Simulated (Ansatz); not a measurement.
The structure in question:

```yaml
crystal:
  lattice:
    - [2.92155, 0.00000, 0.00000]
    - [0.00000, 2.92155, 0.00000]
    - [0.00000, 0.00000, 2.73152]
  atoms:
    - { symbol: Cu, position: [0.00000, 0.00000, 0.00000] }
    - { symbol: Cu, position: [0.50000, 0.50000, 0.50000] }
```

> Work out the structure from the coordinates.

The element is copper. The space group is I4/mmm (No. 139); the lattice is body-centred tetragonal. The cell holds two atoms.

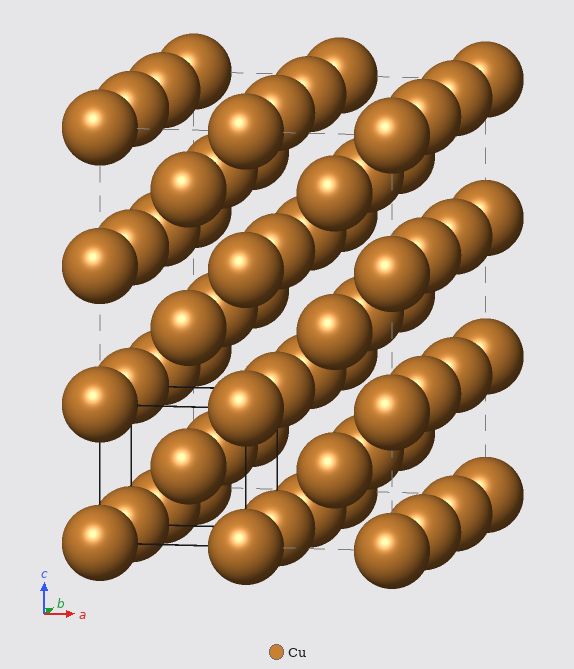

We look at a spheres-only model of the crystal slightly off an axis. The drawing covers 2×3×3 cells, and the solid lines enclose one conventional unit cell. Colours: copper orange.

Starting structure: a structure listed in the Materials Project. The cell was then strained or its atoms displaced on purpose. A calculation with Ansatz used it as input.

At this level of theory the cell isn't at rest (compressed, at 4 GPa), so its distances can differ from those at equilibrium, the more so the softer the solid.
